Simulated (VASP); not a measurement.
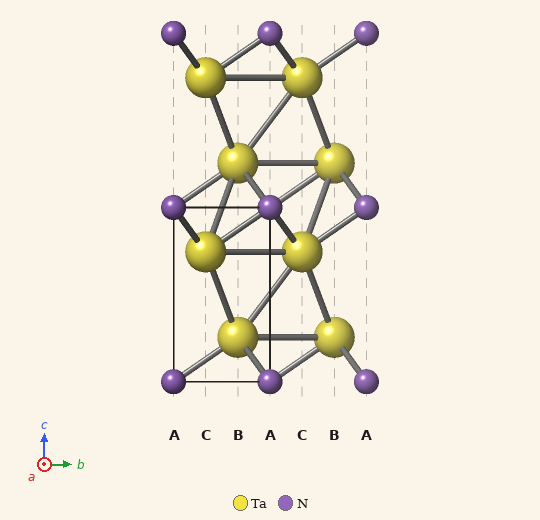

Projection along an edge of the hexagonal mesh, stacking direction c upwards. The dashed lines mark the three columns A (0, 0), B (1/3, 2/3) and C (2/3, 1/3). The sequence starts with the first layer at or above the cell's origin.

Ta₂N (space group P-3m1, No. 164): a cell listed in the Materials Project, as set up for an electronic-structure calculation.

### Read off the stacking sequence over one period.

N(A) – Ta(B) – Ta(C) (three layers in 4.87 Å).
